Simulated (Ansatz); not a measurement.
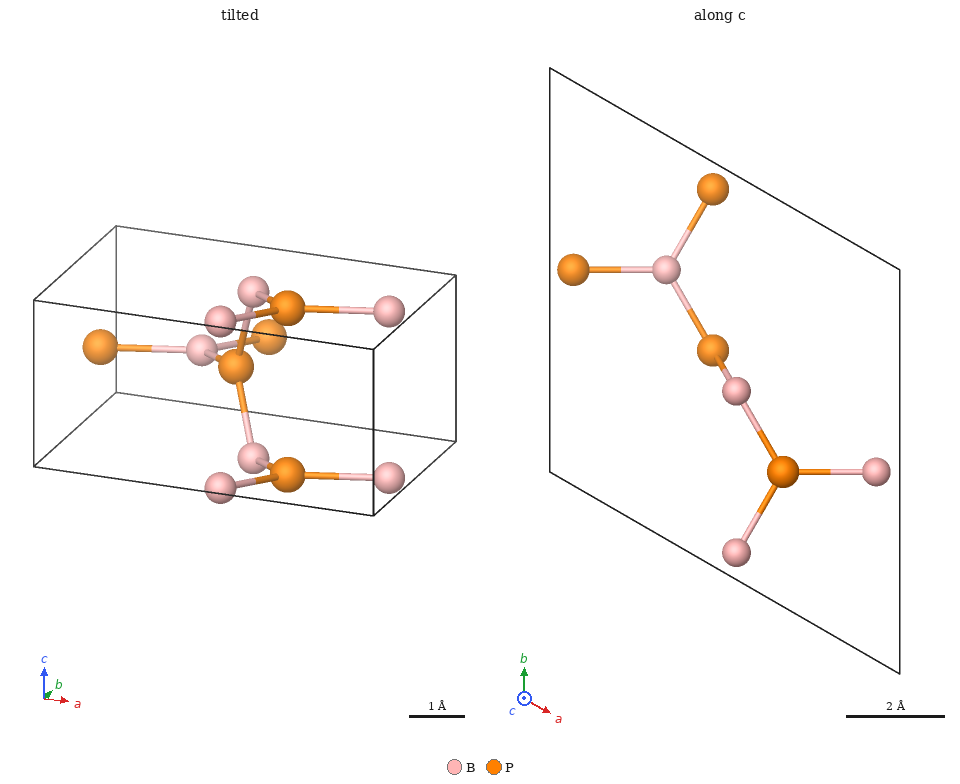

We look at a ball-and-stick model of the crystal slightly off an axis and along the c axis. Lines trace the edges of the conventional unit cell. Cell: a = 8.27 Å, b = 8.27 Å, c = 3.12 Å, α = 90.00°, β = 90.00°, γ = 120.00°.

Provenance: a structure type filled with these elements by a generator (whether the compound takes this form wasn't checked). Earlier steps of the study may have refined or changed the cell and positions. A calculation with Ansatz used it as input.

In words:

Answer. It has the composition BP. The structure has P-6m2 (No. 187) symmetry and a primitive hexagonal lattice. It has 8 atoms to the cell (4 B, 4 P). Around each B lie three P in a trigonal planar arrangement at about 1.8 to 1.9 Å. Around each P lie three B in a trigonal planar arrangement at about 1.8 to 1.9 Å. The bonds build a three-dimensional framework.

Method used: DFT PBE, scalar-relativistic, plane waves, PAW (Ansatz). It ran with a cutoff energy of 420 eV, a 6×6×12 grid in reciprocal space, Gaussian smearing of 0.1 eV, no spin polarisation.

Does it come out as a metal, or with a gap?

Answer. A metal: bands cross the Fermi level.

What does a Bader analysis give?

Answer. B +0.53 to +0.71 e; P -0.70 to -0.57 e.

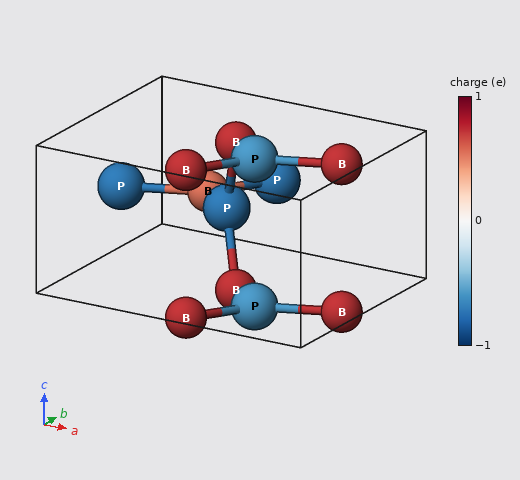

The atoms coloured by those charges. The run's cell of 8 atoms is drawn.

Is the structure relaxed at this level of theory?

Answer. Yes. All forces vanish to within 0.01 eV/Å. The pressure is 0.0 GPa, close to zero.
